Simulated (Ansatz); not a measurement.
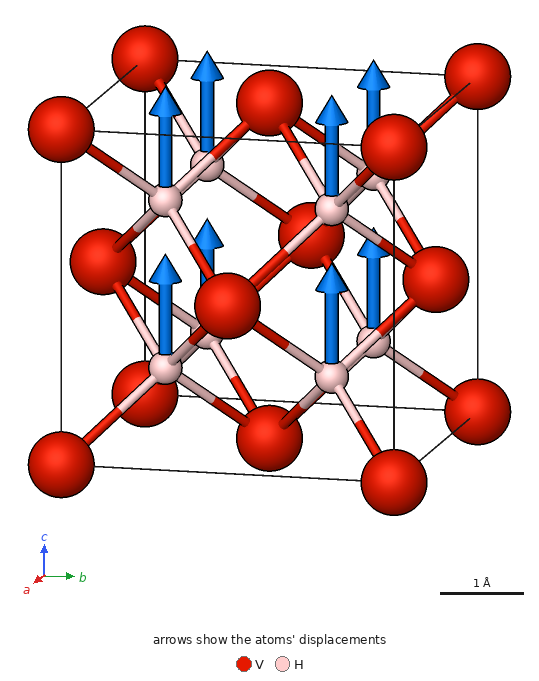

One vibrational mode of solid VH₂ at the zone centre. The blue arrows give the relative displacements of the atoms. A ball-and-stick model of the conventional cell (4 times the calculation's cell), seen slightly off an axis. Lengths and directions refer to the drawn axes.

All numbers below come from Ansatz, DFT LDA, scalar-relativistic, plane waves, PAW.

Input file:
```yaml
crystal:
  lattice:
    - [0.0, 2.068703113, 2.068703113]
    - [2.068703113, 0.0, 2.068703113]
    - [2.068703113, 2.068703113, 0.0]
  atoms:
    - { symbol: V, position: [0.0, 0.0, 0.0] }
    - { symbol: H, position: [0.25, 0.25, 0.25] }
    - { symbol: H, position: [0.75, 0.75, 0.75] }
basis:
  ecutwfc: 420
kpoints:
  mp_grid: { grid: [18, 18, 18] }
hamiltonian:
  xc: lda
scf:
  occupations: { method: fermi_dirac, width: 0.15 }
output:
  eigenvalues: true
phonons:
  method: dfpt
  eigenvectors: true
```

Command:
```bash
ansatz run input.yaml --threads 1 --pin off --max-ram 3072MiB --backend cpu --events-out ev --progress --plain --runs-dir out
```

The frequencies depend somewhat on the k-mesh and the smearing.

**Describe the mode and give its frequency.**

This is the T₁u mode (triply degenerate; one member of the set is drawn) at 36.9 THz, the lowest optical level, infrared-active by symmetry. The V atoms hardly move; the H sublattice moves as a whole against them, along c; the kinetic energy is shared as H 96 %, V 4 %. The crystal is a metal, so free carriers screen the infrared response.
